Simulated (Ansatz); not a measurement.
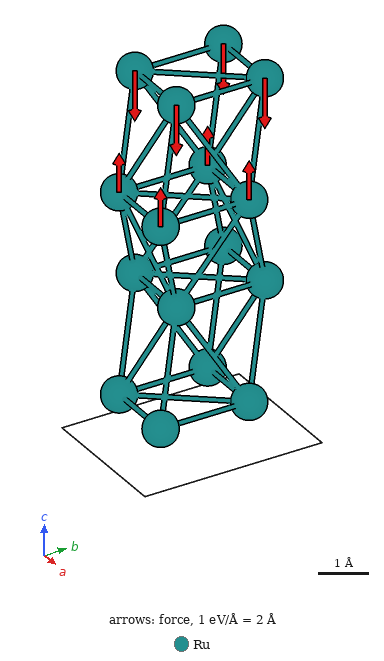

Starting geometry of a slab of composition Ru (cut from the P6_3/mmc phase) with the computed forces as red arrows. Style: ball-and-stick. Shown: the cell of the calculation, outlined in the plane, without the vacuum, slightly off an axis.

Case: clean slab, lower half held. The slab is the (0 0 1) face of Ru. 8 atoms are held fixed.

All numbers below come from DFT PBE+D3(BJ), scalar-relativistic, plane waves, PAW (Ansatz).

Input
```yaml
crystal:
  lattice:
    - [5.3951895498, 0.0, 0.0]
    - [-2.6975947749, 4.6723712083, 0.0]
    - [0.0, 0.0, 23.398726996]
  atoms:
    - { symbol: Ru, position: [0.3333333333, 0.1666666667, 0.3632676257] }
    - { symbol: Ru, position: [0.3333333333, 0.6666666667, 0.3632676257] }
    - { symbol: Ru, position: [0.8333333333, 0.1666666667, 0.3632676257] }
    - { symbol: Ru, position: [0.8333333333, 0.6666666667, 0.3632676257] }
    - { symbol: Ru, position: [0.1666666667, 0.3333333333, 0.4544225419] }
    - { symbol: Ru, position: [0.1666666667, 0.8333333333, 0.4544225419] }
    - { symbol: Ru, position: [0.6666666667, 0.3333333333, 0.4544225419] }
    - { symbol: Ru, position: [0.6666666667, 0.8333333333, 0.4544225419] }
    - { symbol: Ru, position: [0.3333333333, 0.1666666667, 0.5455774581] }
    - { symbol: Ru, position: [0.3333333333, 0.6666666667, 0.5455774581] }
    - { symbol: Ru, position: [0.8333333333, 0.1666666667, 0.5455774581] }
    - { symbol: Ru, position: [0.8333333333, 0.6666666667, 0.5455774581] }
    - { symbol: Ru, position: [0.1666666667, 0.3333333333, 0.6367323743] }
    - { symbol: Ru, position: [0.1666666667, 0.8333333333, 0.6367323743] }
    - { symbol: Ru, position: [0.6666666667, 0.3333333333, 0.6367323743] }
    - { symbol: Ru, position: [0.6666666667, 0.8333333333, 0.6367323743] }
basis:
  ecutwfc: 420
kpoints:
  mp_grid: { grid: [6, 6, 1] }
hamiltonian:
  xc: pbe
  dispersion: d3bj
scf:
  occupations: { method: gaussian, width: 0.1 }
output:
  forces: true
  eigenvalues: true
  write_density: true
  write_potential: true
  elf: true
  volumetric_format: npy
relax:
  adjacent_minimum: "off"
  f_tol: 0.03
  max_steps: 70
  constraints: [{ sites: [0, 1, 2, 3, 4, 5, 6, 7] }]
efield:
  axis: 3
  dipole_correction: true
  ramp_width: 0.04
```

Command:
```bash
ansatz run input.yaml --threads 4 --pin off --max-ram 10240MiB --backend cpu --events-out ev --progress --plain --runs-dir out
```

> What follows when this structure is relaxed?

It isn't relaxed: the largest force vector, on Ru atoms, is 0.54 eV/Å. The final displacements follow the starting forces only in part (cosine between the two patterns 0.75). The largest moves, 0.060 Å, are those of Ru13, Ru14, Ru15 and Ru16. Ru13 goes along the normal (−c). The cell doesn't change. Near-neighbour distances that change, for instance: Ru10–Ru13 2.641 → 2.596 Å. The energy falls by 63.0 meV per cell of the calculation in 2 accepted moves (3 points after the start). The largest force component goes from 0.54 to 0.016 eV/Å. 1 step only repeated the SCF at the same geometry.
